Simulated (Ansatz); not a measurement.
The coordinates of a crystal:

```cif
data_structure
_symmetry_space_group_name_H-M 'P 1'
_symmetry_Int_Tables_number 1
_cell_length_a 3.3144
_cell_length_b 3.3144
_cell_length_c 29.8001
_cell_angle_alpha 90.000
_cell_angle_beta 90.000
_cell_angle_gamma 120.000
_cell_volume 283.51
loop_
_atom_site_label
_atom_site_type_symbol
_atom_site_fract_x
_atom_site_fract_y
_atom_site_fract_z
_atom_site_occupancy
W1 W 0.66667 0.33333 0.50000 1
W2 W 0.40048 0.71582 0.26994 1
W3 W 0.26619 0.61751 0.73006 1
Se1 Se 0.33295 0.66638 0.55577 1
Se2 Se 0.73358 0.38232 0.32572 1
Se3 Se 0.59936 0.28406 0.78580 1
Se4 Se 0.33372 0.66695 0.44423 1
Se5 Se 0.73397 0.38260 0.21420 1
Se6 Se 0.59975 0.28435 0.67428 1
```

Question: Describe what this structure looks like.

Answer: It has the composition WSe2. Counting shared atoms by their share gives 3 W, 6 Se, or 9 atoms. The polyhedra are WSe6 trigonal prisms; they share edges. W is linked to six Se in a trigonal prismatic arrangement at 2.53 Å. Each Se atom is coordinated by three W in a trigonal pyramidal arrangement at 2.53 Å. Not all metal-metal contacts are counted. The bonds build WSe2 layers parallel to (001).

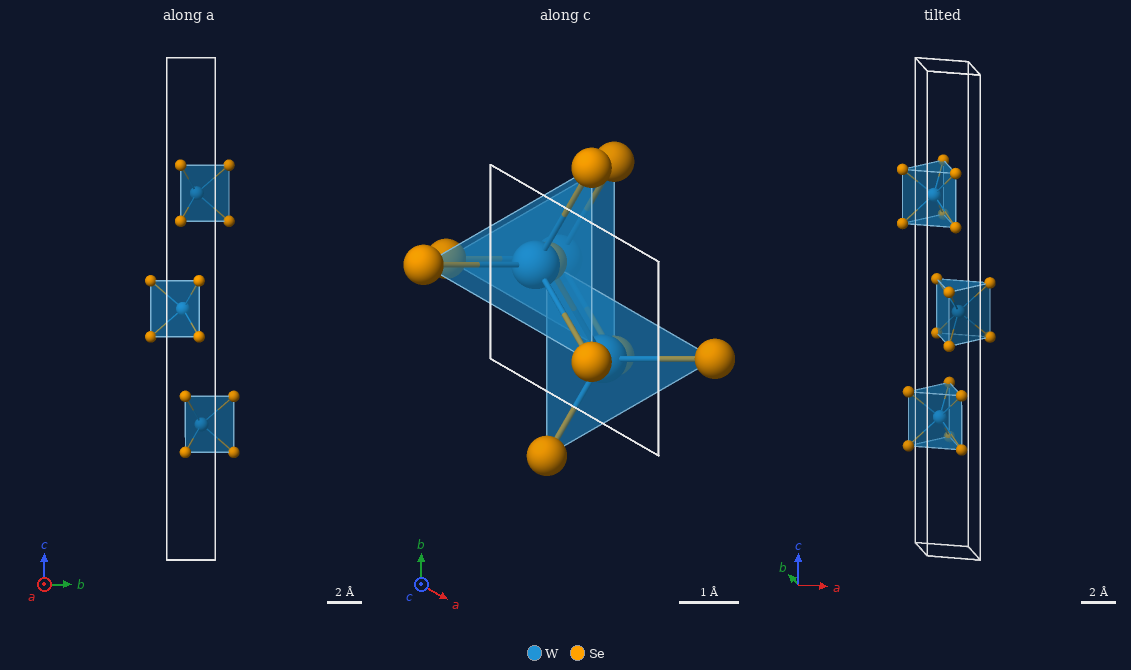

Polyhedral drawing of the structure, looking along the a axis, along the c axis and slightly off an axis. Thin lines show the simulation cell, with boundary atoms drawn in all their periodic places. Some atoms of the next cells are drawn as well. Colours: tungsten blue, selenium orange.

It goes back to a structure listed in the Materials Project. The cell was then strained or its atoms displaced on purpose. A calculation with Ansatz used it as input.
